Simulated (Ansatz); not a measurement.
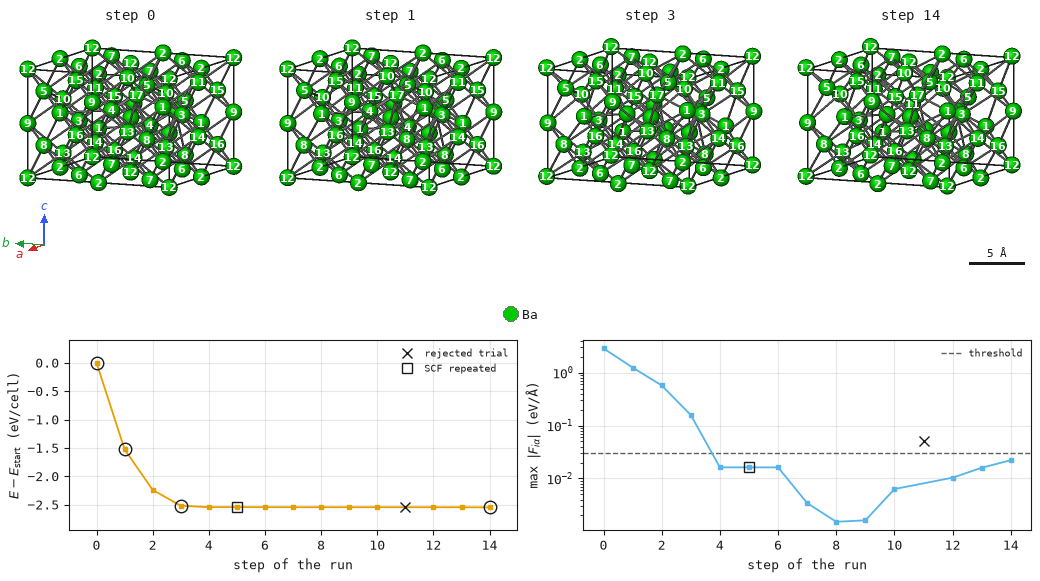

Frames of a relaxation of a defect cell of composition Ba, marked on the history of the run. The picture is a ball-and-stick view of the conventional cell (2 times the calculation's cell) (origin shifted), seen from a free direction. Lengths and directions refer to the drawn axes.

It is an interstitial Ba in bcc Ba. The run prepares an end point of a later path (interstitial hop) calculation, from a guessed geometry.

Level of theory: Ansatz, DFT PBE-D3(BJ), scalar-relativistic, plane waves, PAW. Settings: plane-wave cutoff 420 eV; k-point mesh 2 × 2 × 2; occupations gaussian; smearing width 0.15 eV; no spin polarisation; atoms relaxed in a fixed cell; force threshold 0.03 eV/Å; at most 60 steps.

Q: Describe the path.

A: The largest moves, 0.64 Å, are those of Ba1 and Ba5. Ba1 goes roughly along [−2 −1 −2]. The cell doesn't change. Among the contacts that change: Ba1–Ba5 4.347 → 5.383 Å, Ba1–Ba10 4.347 → 5.354 Å, Ba4–Ba10 4.347 → 5.321 Å, Ba1–Ba4 5.020 → 4.061 Å. The energy falls by 2.546 eV per cell of the calculation in 12 accepted moves (14 points after the start). Largest force component: 2.9 eV/Å at the start, 0.022 eV/Å at the end. The line search rejected the trial step at point 11 of the run. 1 step only repeated the SCF at the same geometry. The forces were under the threshold at step 4, but the run went on from there. The run took 2.7 min on 4 threads of Arm Neoverse V1, with other jobs on the host, peak memory 2.8 GiB. From step 0 to 1: Ba atoms move most (0.20 Å), energy −1.526 eV per cell of the calculation. From step 1 to 3: Ba atoms move most (0.37 Å), energy −0.993 eV per cell of the calculation. From step 3 to 14: Ba1 moves most (0.15 Å), energy −27.9 meV per cell of the calculation.

```csv
step,"E − E(0), meV/atom","largest force component, eV/Å",note
0,0.00,2.8654,
1,-89.75,1.2475,
2,-131.72,0.5716,
3,-148.13,0.1579,
4,-149.55,0.0162,
5,-149.55,0.0162,"same geometry, SCF repeated"
6,-149.55,0.0162,
7,-149.61,0.0034,
8,-149.61,0.0015,
9,-149.61,0.0016,
10,-149.62,0.0063,
11,-149.39,0.0509,rejected
12,-149.65,0.0104,
13,-149.70,0.0160,
14,-149.77,0.0222,
```
